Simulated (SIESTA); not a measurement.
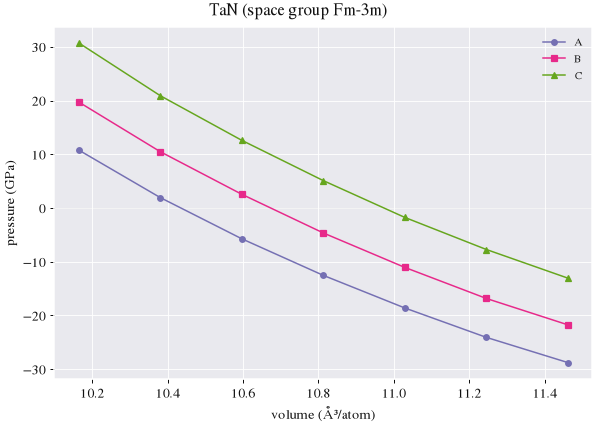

The plot gives the computed pressure against volume, with one curve for each functional, for TaN (space group Fm-3m). The labels are replaced by letters. In alphabetical order the cases are: LDA; PBE; PBEsol.

Calculation (SIESTA 5.4.2): DFT in numerical atomic orbitals with pseudopotentials, no spin polarisation; energies at scaled volumes of the given cell, shape and fractions fixed, counted from the fit's minimum, third-order Birch-Murnaghan fit. All runs: no spin polarisation.

k mesh 10×10×10; occupations Fermi–Dirac; smearing width 0.05 eV; potentials PseudoDojo 0.4 standard, converted to PSML, two zetas on semicore shells.

### Which letter stands for which functional?

A: LDA; B: PBEsol; C: PBE.

Caveats: mulliken charges of long orbitals; short basis over semicore shells.
